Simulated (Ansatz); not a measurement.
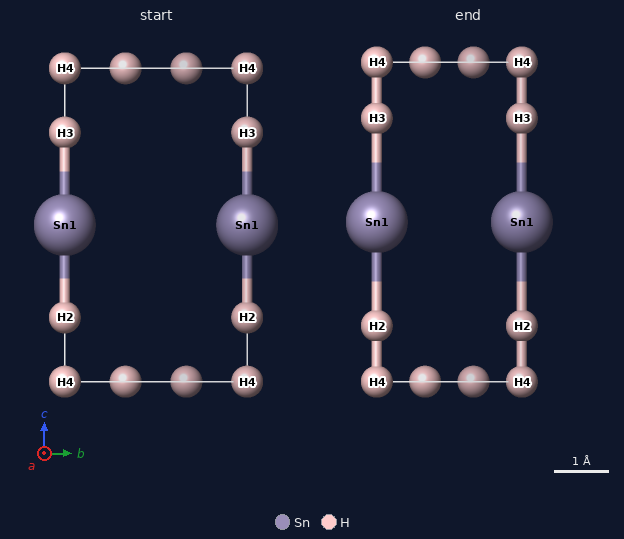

The structure of crystalline SnH$_{5}$ (a generated structure, set up in P6/mmm) (coarse preliminary run) before (left) and after (right) a relaxation, at one scale.

A ball-and-stick model of the cell of the calculation, seen along the a axis.

Theory: Ansatz, DFT PBE, scalar-relativistic, plane waves, PAW. Settings: plane-wave cutoff 420 eV; k-point mesh 6 × 6 × 4; occupations gaussian; smearing width 0.1 eV; no spin polarisation; cell and atoms relaxed; force threshold 0.04 eV/Å; at most 70 steps.

### Describe what moved and what it gained.

Over 8 accepted moves (9 points after the start) the energy falls by 1.604 eV per cell of the calculation. The largest force component goes from 2.5 to 0.012 eV/Å. Pressure: −4.93 GPa at the start and −0.25 GPa at the end. At 1 point the geometry stayed and the basis and grid were re-selected for the new cell (energy shift of 8.0 meV per cell of the calculation at most each time). The largest moves relative to the cell, 0.18 Å, are those of H atoms. Sn stays in place. The volume changes by −35.5 %, with a = b 3.943 → 3.137 Å (−20.5 %), c 5.868 → 5.978 Å (+1.9 %). Near-neighbour distances that change, for instance: H–Sn 1.731 → 1.943 Å, H–H 1.203 → 1.046 Å. The space group stays P6/mmm (No. 191).
